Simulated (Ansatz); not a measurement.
## TiO2: band-structure calculation

System: TiO2 (R-3m, 3 atoms in the cell).
Method: DFT, PBE, plane waves, PAW, no spin polarisation (Ansatz 0.2.0).

The structure was built on a prototype by a generator. The geometry comes from this level: r2SCAN (a point of a series of strains). It belongs to a series of runs on one base structure; here: shear_111 strain -0.5%. Figures and captions count atoms from 1; the log counts them from 0 in places.

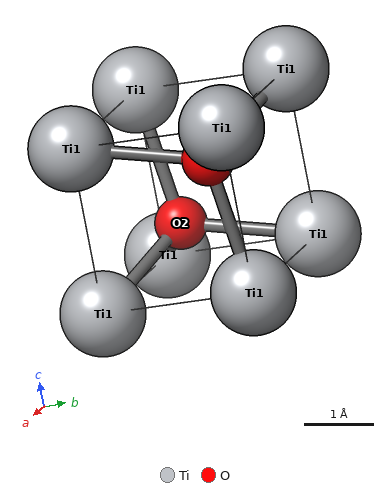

Figure 1. The input geometry (ball-and-stick view of the cell of the calculation, seen slightly off an axis; atoms are numbered from 1 in the order of the input).

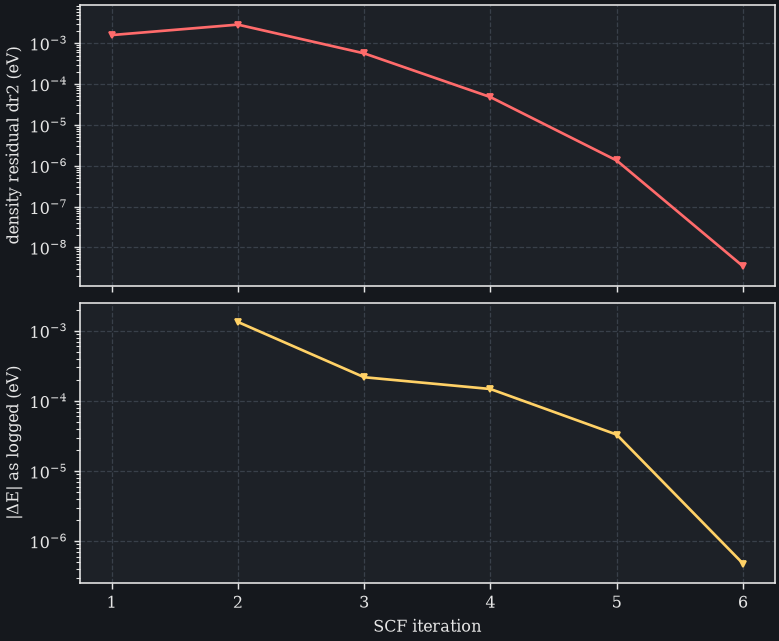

Figure 2. Convergence of the self-consistent field: density residual dr2 and size of the energy change against the SCF iteration. The residual falls almost steadily, with no more than small rises.

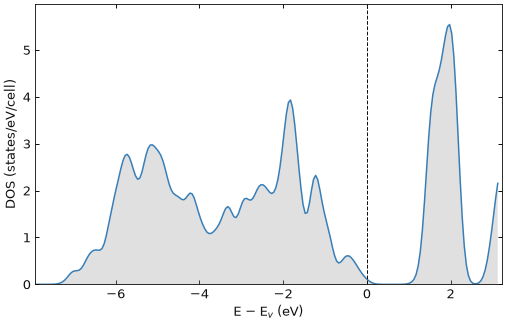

Figure 3. Density of states (the curve is built from the levels of the k mesh with Gaussians 0.3 eV wide, which also blur the band edges), with energies from the valence-band top. There is a gap of 1.15 eV on the k-point mesh. Small ripples come from the finite k-point mesh.

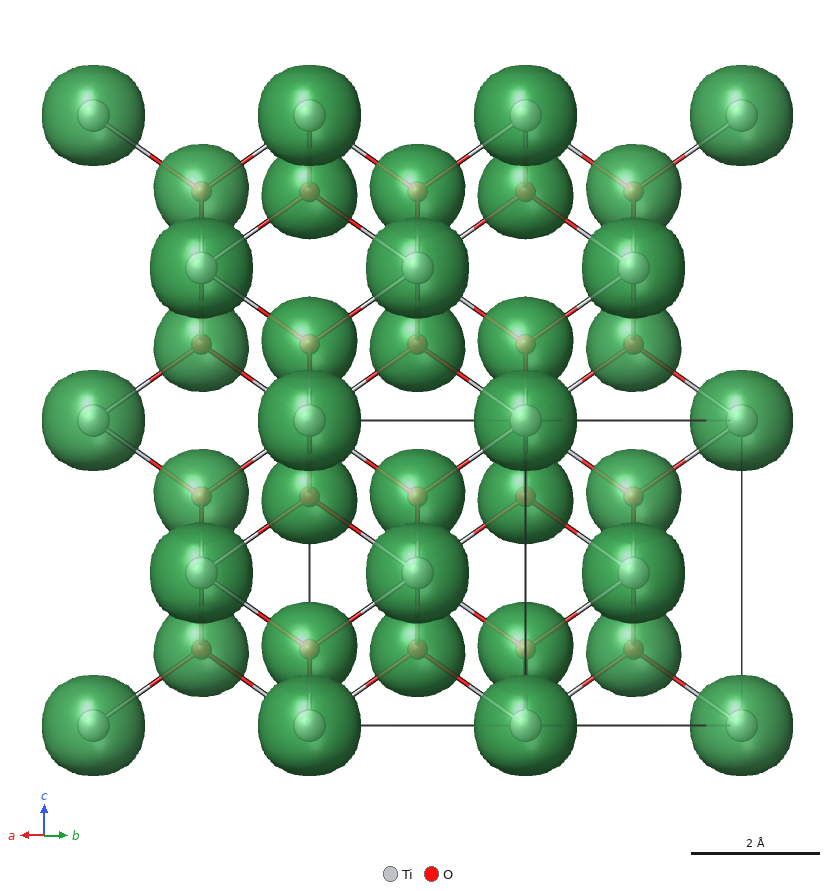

Figure 4. Isosurface of the valence electron density at 1 e/Å³ (green), seen along [110]. Sticks mark near contacts. The outline is the cell set on symmetry axes. At this value the density breaks into separate islands; it holds about 70 % of the electrons treated as valence (semicore included). It is pinched off along the Ti–O (2.07 Å) contacts. On the grid the lowest density along these lines, outside the cores, is 0.56 e/Å³ (Ti–O, 2.07 Å). The fields are those of the smooth PAW valence density.

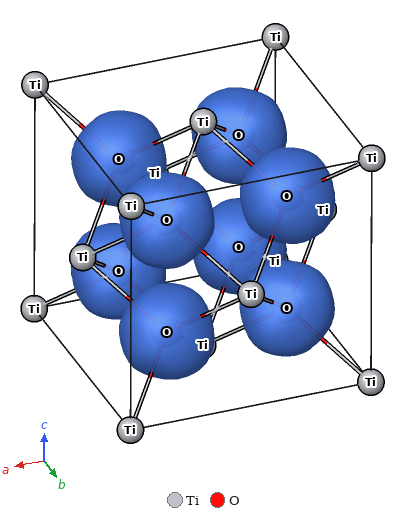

Figure 5. Isosurface of the ELF at 0.6 (blue), seen at an oblique angle. Core shells and regions of very low density are left out. Sticks mark near contacts. The outline is the cell set on symmetry axes. Profiles from the grid: Ti–O (2.07 Å): the ELF is about 0.20 at the midpoint.

The input that produced these results follows, with the program's output.

**Input file**
```yaml
crystal:
  lattice:
    - [-0.0079894242, 2.3888378284, 2.3888378284]
    - [2.3888378284, -0.0079894242, 2.3888378284]
    - [2.3888378284, 2.3888378284, -0.0079894242]
  atoms:
    - { symbol: Ti, position: [0.0, 0.0, 0.0] }
    - { symbol: O, position: [0.250198181, 0.250198181, 0.250198181] }
    - { symbol: O, position: [0.749801819, 0.749801819, 0.749801819] }
kpoints:
  mp_grid: { grid: [10, 10, 10] }
  band_path:
    path:
      - [0.0, 0.0, 0.0]
      - [0.5, 0.0, 0.5]
      - [0.625, 0.25, 0.625]
      - [0.375, 0.375, 0.75]
      - [0.5, 0.5, 0.5]
      - [0.5, 0.25, 0.75]
      - [0.0, 0.5, 0.5]
    npoints: 1
hamiltonian:
  xc: pbe
scf:
  occupations: { method: fermi_dirac, width: 0.02 }
  n_extra_bands: 4
output:
  forces: true
  stress: true
  eigenvalues: true
  write_density: true
  write_potential: true
  elf: true
  volumetric_format: npy
```

Launch command:
```bash
ansatz run input.yaml --threads 2 --pin off --max-ram 2211MiB --backend cpu --events-out ev --progress --plain --runs-dir out
```

**Output**
```
scf.n_extra_bands = 4 over 12 filled bands (N_el = 24.0): the run solves 16 bands
Engine: ansatz 0.2.0, x86_64-unknown-linux-gnu
Pseudopotentials: kind: paw
Pseudopotential: Ti, paw, valence charge 12, recommended cutoff 420 eV (normal), Ti.paw.azcp
Pseudopotential: O, paw, valence charge 6, recommended cutoff 420 eV (normal), O.paw.azcp
Functional definition: PBE
  parameter kappa = 0.804
  parameter beta = 0.06672455060314922
  exchange = pbe_x(kappa = kappa, mu = beta*pi^2/3)
  correlation = pbe_c(beta = beta)
Crystal: 3 atoms, lattice volume = 27.401 Å³
Basis set: ecut = 420 eV, 531 PW (Γ), exchange–correlation on 48×48×48 points (8 copies of the dense FFT grid, shifted against one another)
Bands: 16, of which v1, the nominal top of the filled ones, is band 12 counted from 1 (11 counted from 0)
Symmetry: 12 space group operations
Space group: R-3m (ITA 166), of the structure as read, at distance tolerance 3.0e-5 Å
k-points: 116 of 1000
Non-local potential: Ti, projectors of the file, l = 0: 3, l = 1: 2, l = 2: 3, l = 3: 1
Non-local potential: O, projectors of the file, l = 0: 2, l = 1: 2, l = 2: 1
PAW form: soft (Blöchl's): semilocal exchange-correlation on the pseudo side does not see the compensation charge
PAW one-centre angular grid: Ti, 590 points (default); XC on 64 Gauss nodes
PAW one-centre angular grid: O, 110 points (default); XC on 64 Gauss nodes
Initial density: superposition of atomic densities (neutral atoms: chi_scale 0, normalization atom), corrected by the library's trained network
Initial wavefunctions: pseudopotential atomic-orbital guess
Functional: x = pbe(κ = 0.804, μ = 0.2195149727645171), c = pbe(β = 0.06672455060314922)
SCF iter   1: F=—  HF=-3637.815310 eV  |F-HF|=—  |Δ(HF+E_count)|=         —  Δρ=3.61e-3  dr2=1.59e-3  ethr=1.77e-3  ⟨swp⟩=5.5  Hψ=8221  notcnv=0
preconditioner: auto → none  [insulator: Δε(μ)=1.170 eV  Ē_g=10.004 eV  σ=0.020 eV  W_gap=1.00  n_scr=14 (ndim 8)  ℏωp=28.4 eV  f_vac=0.023  D(μ)=0.00/eV (n_scr^D=0)  ε∞_Penn≈9.0]
SCF iter   2: F=—  HF=-3637.816648 eV  |F-HF|=—  |Δ(HF+E_count)|=   1.34e-3  Δρ=3.58e-3  dr2=2.87e-3  ethr=6.61e-6  ⟨swp⟩=2.1  Hψ=4062  notcnv=0
SCF iter   3: F=—  HF=-3637.816430 eV  |F-HF|=—  |Δ(HF+E_count)|=   2.18e-4  Δρ=1.73e-3  dr2=5.68e-4  ethr=6.61e-6  ⟨swp⟩=2.1  Hψ=3138  notcnv=0
SCF iter   4: F=—  HF=-3637.816578 eV  |F-HF|=—  |Δ(HF+E_count)|=   1.48e-4  Δρ=5.03e-4  dr2=4.82e-5  ethr=2.37e-6  ⟨swp⟩=2.0  Hψ=2818  notcnv=0
SCF iter   5: F=—  HF=-3637.816611 eV  |F-HF|=—  |Δ(HF+E_count)|=   3.31e-5  Δρ=8.11e-5  dr2=1.35e-6  ethr=2.01e-7  ⟨swp⟩=2.5  Hψ=2494  notcnv=0
SCF iter   6: F=-3637.816612 eV  HF=-3637.816612 eV  |F-HF|=5.17e-9  |Δ(HF+E_count)|=   4.79e-7  Δρ=6.68e-6  dr2=3.47e-9  ethr=4.17e-10  ⟨swp⟩=6.2  Hψ=11128  notcnv=0
SCF 1 converged in 6 iterations: F = -3637.816612 eV  dr2 = 3.47e-9
  greatest PAW one-centre occupation: 0.999 electrons in one spin orbital (limit 2), on the Ti atom at site 0 (counted from 0), in its partial waves of l = 0
NSCF: frozen V_eff on 7 k-points
SCF converged after 6 iterations
Free energy (F): -3637.816612 eV
Harris-Foulkes:  -3637.816612 eV  (|F-HF|=5.17e-9)
Internal energy: -3637.816612 eV  (E = F + TS)
E sigma→0 (E₀):  -3637.816612 eV
Fermi energy:    12.913999 eV
--- Per-component energies (eV) ---
  E_band       = -136.737102
  E_kinetic    = 625.358848
  E_local      = -1286.939149  (includes V_loc(G=0)·N_el)
  E_nonlocal   = 98.810902
  E_hartree    = 488.515307
  E_xc         = -247.331808
  E_vxc        = -313.413572  (∫ρ·V_xc dr)
  E_paw        = -1360.818041  (= ΣΔE_a)
  E_vpaw       = -237.590510  (= ΣTr[D̂ρ^β])
  E_aug_tail   = 0.005068  (compensation charges beyond the density's cutoff)
  E_ewald      = -1955.417738
  E_smearing   = -0.000000  (= −TS)
  E_closure    = -0.000000  (closes the sum)
  Σ components = -3637.816612   (vs F -3637.816612, Δ=0.00e0)
--- Forces (eV/Å), atoms counted from 1 ---
  atom   1  Ti     0.00000000     0.00000000     0.00000000
  atom   2  O      0.00202771     0.00202771     0.00202771
  atom   3  O     -0.00202771    -0.00202771    -0.00202771
  max |Σ_I F_I| component: 9.11e-18 eV/Å
--- Stress (GPa, compression-positive) ---
        7.285460       0.113609       0.113609
        0.113609       7.285460       0.113609
        0.113609       0.113609       7.285460
  P = ⅓ Tr σ = 7.2855 GPa (72.855 kbar)
--- Band table (eV; the first three rows and the last of 116) ---
  k-point 0: bands = ["-45.3647", "-21.4564", "-21.4554", "-21.4554", "-7.4307", "-3.5584", "6.2665", "6.2665", "6.2834", "11.4484", "11.4634", "11.4634", "13.4851", "13.4851", "17.7648", "17.7648"]
  k-point 1: bands = ["-45.3624", "-21.4816", "-21.4594", "-21.4584", "-7.3085", "-3.7040", "6.3610", "6.3752", "6.5418", "11.1645", "11.1764", "11.1845", "13.7064", "13.7068", "17.4700", "17.6683"]
  k-point 2: bands = ["-45.3564", "-21.5489", "-21.4674", "-21.4662", "-6.9739", "-4.0668", "6.6190", "6.6306", "7.2381", "10.5261", "10.6300", "10.6318", "14.0225", "14.0268", "16.7023", "17.4691"]
  k-point 115: bands = ["-45.3398", "-21.7238", "-21.4881", "-21.4881", "-5.8400", "-5.0747", "7.3660", "7.3660", "8.9315", "9.0231", "9.7790", "9.7790", "13.8419", "13.8419", "15.2810", "17.3474"]
```

**File rho_z.tsv**
```
# z_ang	rho[e/angstrom^3]
# format = ansatz-planar-average/11
# lattice	-0.007989424	2.388837828	2.388837828
# lattice	2.388837828	-0.007989424	2.388837828
# lattice	2.388837828	2.388837828	-0.007989424
# sites	3
# site	22	0.000000000	0.000000000	0.000000000
# site	8	1.193366819	1.193366819	1.193366819
# site	8	3.576319413	3.576319413	3.576319413
0.000000	1.357573e0
0.140764	1.338743e0
0.281528	1.286310e0
0.422292	1.207785e0
0.563056	1.111524e0
0.703820	1.007887e0
0.844584	9.033205e-1
0.985348	7.949097e-1
1.126112	6.752431e-1
1.266876	5.473512e-1
1.407640	4.333213e-1
1.548404	3.586449e-1
1.689168	3.336302e-1
1.829932	3.586449e-1
1.970696	4.333213e-1
2.111460	5.473512e-1
2.252224	6.752431e-1
2.392988	7.949097e-1
2.533752	9.033205e-1
2.674516	1.007887e0
2.815280	1.111524e0
2.956044	1.207785e0
3.096808	1.286310e0
3.237572	1.338743e0
```

**File v_z.tsv**
```
# z_ang	v_es[eV]	v_tot[eV]
# format = ansatz-planar-average/11
# xc	pbe
# density_cutoff_ev	1680
# datasets	Ti=:simpson_from_first_knot:soft	O=:simpson_from_first_knot:soft
# lattice	-0.007989424	2.388837828	2.388837828
# lattice	2.388837828	-0.007989424	2.388837828
# lattice	2.388837828	2.388837828	-0.007989424
# sites	3
# site	22	0.000000000	0.000000000	0.000000000
# site	8	1.193366819	1.193366819	1.193366819
# site	8	3.576319413	3.576319413	3.576319413
0.000000	2.635491e0	-1.113542e1
0.140764	2.175348e0	-1.158500e1
0.281528	1.508226e0	-1.218698e1
0.422292	1.240295e0	-1.226465e1
0.563056	1.446136e0	-1.169490e1
0.703820	2.246455e0	-1.037724e1
0.844584	3.664959e0	-8.319808e0
0.985348	5.583966e0	-5.741331e0
1.126112	7.730230e0	-3.126585e0
1.266876	9.787565e0	-7.277690e-1
1.407640	1.160737e1	1.495369e0
1.548404	1.320088e1	3.373124e0
1.689168	1.396861e1	4.204430e0
1.829932	1.320088e1	3.373124e0
1.970696	1.160737e1	1.495369e0
2.111460	9.787565e0	-7.277690e-1
2.252224	7.730230e0	-3.126585e0
2.392988	5.583966e0	-5.741331e0
2.533752	3.664959e0	-8.319808e0
2.674516	2.246455e0	-1.037724e1
2.815280	1.446136e0	-1.169490e1
2.956044	1.240295e0	-1.226465e1
3.096808	1.508226e0	-1.218698e1
3.237572	2.175348e0	-1.158500e1
```

**Results in brief**

```tsv
quantity	value
outcome	converged
space group (tolerance 0.01 Å)	R-3m (166)
electrons treated	24
free energy	−3637.8166 eV
Fermi energy	12.914 eV
gap on the k-point mesh	1.15 eV
pressure	7.29 GPa
largest force (length of the vector)	0.004 eV/Å
hardware	2 threads of an x86-64 CPU, shared host
wall time	5.5 s (CPU time 7.6 s)
peak memory	0.36 GiB
```

The cell is under a pressure of 7.3 GPa at this level, so it is not at its equilibrium volume.
